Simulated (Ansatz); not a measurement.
## CdO: 6 runs along one coordinate

System: CdO (Fm-3m, 2 atoms in the cell).
Method: Kohn-Sham DFT of a periodic cell, PBE0, Ansatz PAW, no spin polarisation (Ansatz 0.2.0).

The 6 runs differ only in the geometry, by an even scaling of the cell at fixed fractional positions. The structure derives from an entry of the Crystallography Open Database.

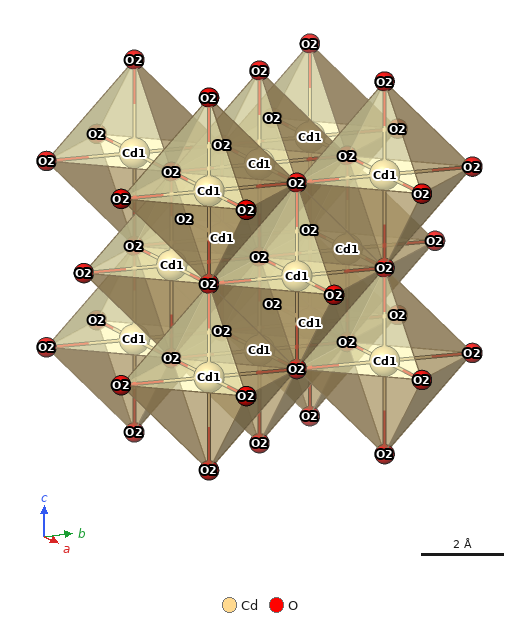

Figure 1. The structure of run 4 (polyhedral view of the cell 4 times as large as that of the calculation, set on its symmetry axes, seen slightly off an axis; polyhedra are completed across the faces of the cell; atoms are numbered from 1 in the order of the input).

### Input of run 4
```yaml
crystal:
  lattice:
    - [0.0, 2.3495, 2.3495]
    - [2.3495, 0.0, 2.3495]
    - [2.3495, 2.3495, 0.0]
  atoms:
    - { symbol: Cd, position: [0.0, 0.0, 0.0] }
    - { symbol: O, position: [0.5, 0.5, 0.5] }
hamiltonian:
  xc: pbe0
  pseudopotentials: { kind: paw }
kpoints:
  mp_grid: { grid: [5, 5, 5] }
scf:
  occupations: { method: fermi_dirac, width: 0.05 }
output:
  forces: true
  stress: true
  eigenvalues: true
```

Command:
```bash
ansatz run input.yaml --threads 2 --pin off --max-ram 5632MiB --backend cpu --events-out ev --progress --plain --runs-dir out
```

Run 5 differs from it as follows:
```diff
-    - [0.0, 2.3495, 2.3495]
-    - [2.3495, 0.0, 2.3495]
-    - [2.3495, 2.3495, 0.0]
+    - [0.0, 2.3804180193, 2.3804180193]
+    - [2.3804180193, 0.0, 2.3804180193]
+    - [2.3804180193, 2.3804180193, 0.0]
```

### Results, with one run withheld

```tsv
run	volume per atom (Å³)	free energy per atom, from the lowest run given (meV)	pressure (GPa)	gap on the mesh (eV)
1	12.191	26.89	11.13	1.93
2	12.451	11.85	7.18	1.86
3	12.710	3.35	3.65	1.80
4	12.970	0.00	0.49	1.73
5	13.488	?	?	?
6	13.748	17.14	−7.09	1.54
```

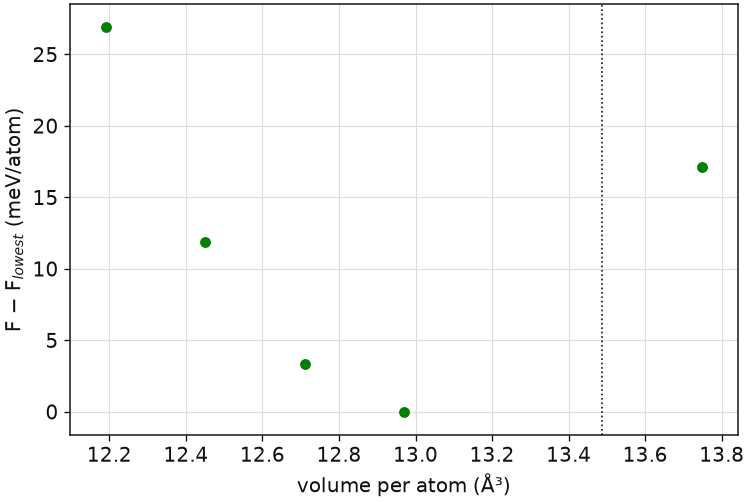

Figure 2. Free energy per atom of the runs given; the dotted line marks run 5.

Fit the runs given and predict run 5.

A cubic polynomial in V^(−2/3) (the Birch–Murnaghan form), fitted to the 5 runs given, misses them by at most 0.10 meV per atom. With x = V^(−2/3) − 0.18279 Å⁻², it reads F = 1.6183 + 1641.7 x + 4.1869e+05 x² + 1.5961e+06 x³ (meV per atom). At run 5 it gives 7.52 meV per atom, and the run itself gives 7.28. The slope of the fit gives a pressure −dF/dV of −4.82 GPa there, and the run prints −4.84 GPa. The fit has its minimum at 13.007 Å³ per atom, where V d²F/dV² gives 146 GPa: the bulk modulus at this level, since symmetry fixes the shape and the positions. The gap on the mesh goes, without turning, from 1.93 eV in run 1 to 1.54 eV in run 6; run 5 has 1.60 eV. These are gaps of this functional on this mesh, which can miss the band edges; they aren't the measured gap.

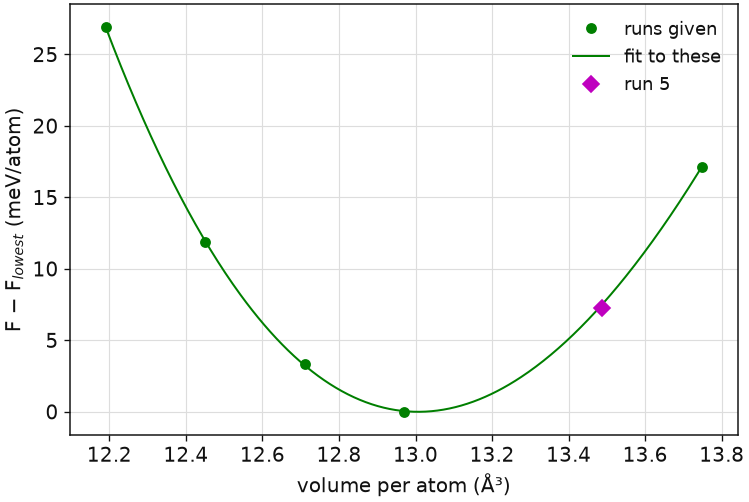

Figure 3. The fit and the withheld run.

### Output, shortened to warnings, some set-up lines, iterations and results (run 5)
```
Warning: output.stress: scf.convergence.dr2_threshold = 1e-7 eV (the SCF's general default) is looser than the 2e-10 eV advised for a printed stress (1e-10 eV for each atom of the cell: 2). What an SCF threshold leaves in a stress goes as its square root, and in the free energy as the threshold itself, and one threshold admits the most on a small cell: of the crystals measured, under no hybrid …
Warning: output.stress: scf.exx.energy_threshold = 1e-6 eV is looser than the 2e-8 eV advised for a stress under a hybrid functional (1e-8 eV for each atom of the cell: 2). Every SCF of the exchange loop can meet its threshold on dr2 while the loop round them stops early: no threshold on dr2 bounds what that leaves in the stress. Set scf.exx.energy_threshold to 2e-8 eV or tighter. The threshold …
Basis set: ecut = 420 eV, 531 PW (Γ), exchange–correlation on 48×48×48 points (8 copies of the dense FFT grid, shifted against one another)
Symmetry: 48 space group operations
k-points: 10 of 125
Initial density: superposition of atomic densities (neutral atoms: chi_scale 0, normalization atom), corrected by the library's trained network
[...]
SCF iter   1: F=—  HF=-8821.437529 eV  |F-HF|=—  |Δ(HF+E_count)|=         —  Δρ=9.38e-4  dr2=1.00e-4  ethr=1.77e-3  ⟨swp⟩=8.1  Hψ=736  notcnv=0
SCF iter   2: F=—  HF=-8821.437685 eV  |F-HF|=—  |Δ(HF+E_count)|=   1.56e-4  Δρ=3.45e-4  dr2=1.40e-5  ethr=3.86e-7  ⟨swp⟩=4.0  Hψ=484  notcnv=0
SCF iter   3: F=—  HF=-8821.437720 eV  |F-HF|=—  |Δ(HF+E_count)|=   3.49e-5  Δρ=1.33e-4  dr2=1.42e-6  ethr=5.40e-8  ⟨swp⟩=3.0  Hψ=336  notcnv=0
SCF iter   4: F=-8821.437726 eV  HF=-8821.437725 eV  |F-HF|=1.07e-7  |Δ(HF+E_count)|=   5.10e-6  Δρ=1.83e-5  dr2=3.11e-8  ethr=1.20e-10  ⟨swp⟩=2.0  Hψ=698  notcnv=0
SCF 1 converged in 4 iterations: F = -8821.437726 eV  dr2 = 3.11e-8
[... 7 lines ...]
SCF iter   2: F=—  HF=-8824.299754 eV  |F-HF|=—  |Δ(HF+E_count)|=   6.02e-7  Δρ=5.92e-5  dr2=4.30e-7  ethr=3.14e-9  ⟨swp⟩=4.0  Hψ=428  notcnv=0
SCF iter   3: F=—  HF=-8824.299754 eV  |F-HF|=—  |Δ(HF+E_count)|=   3.20e-8  Δρ=2.69e-5  dr2=6.22e-8  ethr=1.56e-9  ⟨swp⟩=2.3  Hψ=307  notcnv=0  defer=1
SCF iter   4: F=—  HF=-8824.299754 eV  |F-HF|=—  |Δ(HF+E_count)|=   5.18e-9  Δρ=1.37e-5  dr2=4.01e-8  ethr=2.39e-10  ⟨swp⟩=3.3  Hψ=400  notcnv=0
SCF iter   5: F=-8824.299754 eV  HF=-8824.299754 eV  |F-HF|=3.99e-9  |Δ(HF+E_count)|=   1.44e-8  Δρ=4.87e-6  dr2=4.51e-9  ethr=1.49e-10  ⟨swp⟩=2.6  Hψ=315  notcnv=0
SCF 3 converged in 5 iterations: F = -8824.299754 eV  dr2 = 4.51e-9
  Residual-converged pass: ⟨swp⟩=3.0  Hψ=350  notcnv=0  max |occ|·‖R‖ = 2.3e-6 eV (tolerance 2.4e-6 eV)  dr2=4.25e-9  dr2_onsite=3.18e-10  max |Δocc| = 4.4e-16
hybrid outer 2: dexx = +6.746e-7 eV, tail = 4.47e-8 eV, Δε = 5.07e-3 eV (about 1.86e-4 eV left of the loop's levels)
hybrid SCF converged: 2 outer / 10 inner (+4 warm-up), last move |dexx| = 6.75e-7 eV, tail = 4.47e-8 eV
Stability not checked: this state was not tested for a lower state beside it, because the functional holds exact exchange (a hybrid, or Hartree-Fock), whose exchange loop this test does not read (fock_operator; see scf.lower_state_search)
Free energy (F): -8824.299754 eV
Frozen-core exchange: fock
Harris-Foulkes:  -8824.299754 eV  (|F-HF|=3.99e-9)
Internal energy: -8824.299754 eV  (E = F + TS)
E sigma→0 (E₀):  -8824.299754 eV
Entropy (-TS):   -0.000000 eV (-0.000 meV/atom)
Fermi energy:    11.301810 eV
--- Per-component energies (eV) ---
  E_band       = -449.389137
  E_kinetic    = 680.657084
  E_local      = -3109.955713  (includes V_loc(G=0)·N_el)
  E_nonlocal   = 83.547886
  E_hartree    = 1437.674431
  E_xc         = -192.524281
  E_vxc        = -242.550874  (∫ρ·V_xc dr)
  E_exx        = -118.408606  (= α·E_x^exact, valence–valence)
  E_paw        = -4186.043829  (= ΣΔE_a)
  E_vpaw       = -499.624627  (= ΣTr[D̂ρ^β])
  E_aug_tail   = 0.002359  (compensation charges beyond the density's cutoff)
  E_ewald      = -3418.613162
  E_core_change = -0.635928  (= ΣΔE_core)
  E_smearing   = -0.000000  (= −TS)
  E_closure    = 0.000005  (closes the sum)
  Σ components = -8824.299754   (vs F -8824.299754, Δ=0.00e0)
--- Forces (eV/Å), atoms counted from 1 ---
  atom   1  Cd    -0.00000000     0.00000000    -0.00000000
  atom   2  O      0.00000000    -0.00000000    -0.00000000
  max |Σ_I F_I| component: 1.62e-29 eV/Å
--- Stress (GPa, compression-positive) ---
       -4.844123      -0.000000      -0.000000
        0.000000      -4.844123       0.000000
        0.000000      -0.000000      -4.844123
  P = ⅓ Tr σ = -4.8441 GPa (-48.441 kbar)
```

The program warns: the exchange loop's threshold is looser than advised for the stress; the SCF threshold is looser than advised for the printed stress.
